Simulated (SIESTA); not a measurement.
## Energy of YN along an even scaling of the cell

System: YN (Fm-3m, 2 atoms in the cell).
Method: Kohn-Sham DFT of a periodic cell, PBE, PseudoDojo 0.4 standard, converted to PSML, no spin polarisation (SIESTA 5.4.2).

The 7 runs differ only in the geometry, by an even scaling of the cell at fixed fractional positions. The structure derives from an entry of the Crystallography Open Database.

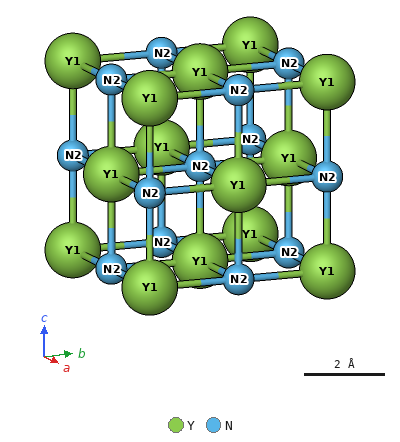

Figure 1. The structure of run 4 (ball-and-stick view of the cell 4 times as large as that of the calculation, set on its symmetry axes, seen slightly off an axis; atoms are numbered from 1 in the order of the input). An atom can appear more than once, as a periodic image.

**Input of run 4**
```
SystemName                      YN
SystemLabel                     YN
NumberOfSpecies                 2
NumberOfAtoms                   2
%block ChemicalSpeciesLabel
  1  39 Y
  2   7 N
%endblock ChemicalSpeciesLabel

UseStructFile                   true

%block kgrid.MonkhorstPack
    9   0   0  0.0
    0   9   0  0.0
    0   0   9  0.0
%endblock kgrid.MonkhorstPack
XC.Functional                   GGA
XC.Authors                      PBE
PAO.BasisSize                   DZP
PAO.EnergyShift                 0.003 Ry
Mesh.Cutoff                     800 Ry
OccupationFunction              FD
ElectronicTemperature           0.05 eV
MaxSCFIterations                120
SCF.MustConverge                false
SCF.Mixer.Method                Pulay
SCF.Mixer.Weight                0.25
SCF.Mixer.History               8
SCF.DM.Tolerance                5.0e-05
SCF.H.Tolerance                 1.0e-03 eV
WriteForces                     true
Charge.Mulliken                 end
%block PAO.Basis
  Y 5
  n=4 0 2
    3.677 0.000
  n=5 0 2
    9.467 0.000
  n=4 1 2
    4.308 0.000
  n=5 1 1
    9.467
  n=4 2 2
    8.361 0.000
%endblock PAO.Basis
```

**File YN.STRUCT_IN of run 4**
```
   0.0000000000     2.4385000000     2.4385000000
   2.4385000000     0.0000000000     2.4385000000
   2.4385000000     2.4385000000     0.0000000000
2
1  39    0.0000000000     0.0000000000     0.0000000000
2   7    0.5000000000     0.5000000000     0.5000000000
```

Command:
```bash
siesta < YN.fdf > YN.out 2>&1
```

Run 5 differs from it as follows:
```diff
-   0.0000000000     2.4385000000     2.4385000000
-   2.4385000000     0.0000000000     2.4385000000
-   2.4385000000     2.4385000000     0.0000000000
+   0.0000000000     2.4546494773     2.4546494773
+   2.4546494773     0.0000000000     2.4546494773
+   2.4546494773     2.4546494773     0.0000000000
```

**Results, with one run withheld**

| run | volume per atom (Å³) | free energy per atom, from the lowest run given (meV) | pressure (GPa) | gap on the mesh (eV) |
| --- | --- | --- | --- | --- |
| 1 | 13.630 | 61.65 | 16.93 | 0.00 |
| 2 | 13.920 | 35.25 | 12.35 | 0.00 |
| 3 | 14.210 | 16.55 | 8.41 | 0.08 |
| 4 | 14.500 | 4.87 | 4.58 | 0.12 |
| 5 | 14.790 | ? | ? | ? |
| 6 | 15.080 | 0.00 | −1.74 | 0.19 |
| 7 | 15.370 | 5.64 | −4.41 | 0.22 |

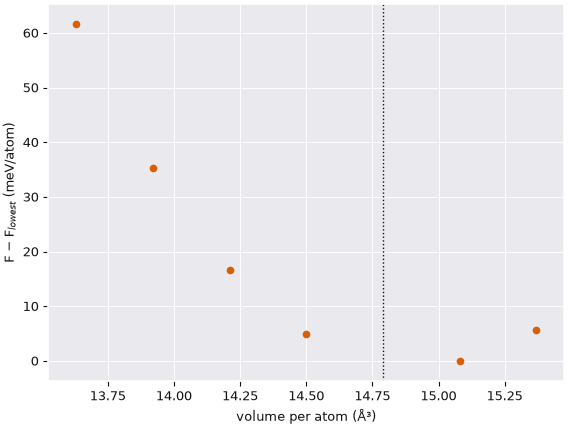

Figure 2. Free energy per atom of the runs given; the dotted line marks run 5.

Fit the runs given and predict run 5.

A cubic polynomial in V^(−2/3) (the Birch–Murnaghan form), fitted to the 6 runs given, misses them by at most 0.01 meV per atom. With x = V^(−2/3) − 0.16871 Å⁻², it reads F = 7.0671 + 4393 x + 6.0315e+05 x² + 13163 x³ (meV per atom). At run 5 it gives −0.45 meV per atom, and the run itself gives −0.45. The slope of the fit gives a pressure −dF/dV of 1.30 GPa there, and the run prints 1.33 GPa. The fit has its minimum at 14.911 Å³ per atom, where V d²F/dV² gives 157 GPa: the bulk modulus at this level, since symmetry fixes the shape and the positions. The gap on the mesh lies between 0.00 eV (run 1) and 0.22 eV (run 7); run 5 has 0.15 eV. These are gaps of this functional on this mesh, which can miss the band edges; they aren't the measured gap.

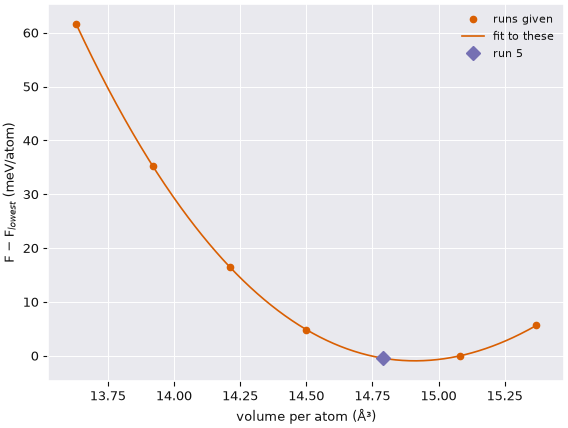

Figure 3. The fit and the withheld run.

**Some lines of the output (run 5)**
```
[...]
outcell: Cell volume (Ang**3)        :     29.5800
stepf: Fermi-Dirac step function
siesta: Etot    =     -1390.242280
siesta: FreeEng =     -1390.242280
        iscf     Eharris(eV)        E_KS(eV)     FreeEng(eV)     dDmax    Ef(eV) dHmax(eV)
siesta: E_KS(eV) =            -1395.5321
siesta: E_KS - E_eggbox =     -1395.5321
siesta: Etot    =     -1395.532148
siesta: FreeEng =     -1395.532727
siesta:         Fermi =      -7.987149
siesta: Cell volume =         29.580019 Ang**3
    Orbital volume contribution        =           2.660345 eV
```

Notes: Points of doubt noted for this run: mulliken charges of long orbitals. With a small basis of atomic orbitals these values can differ much from converged plane-wave results.
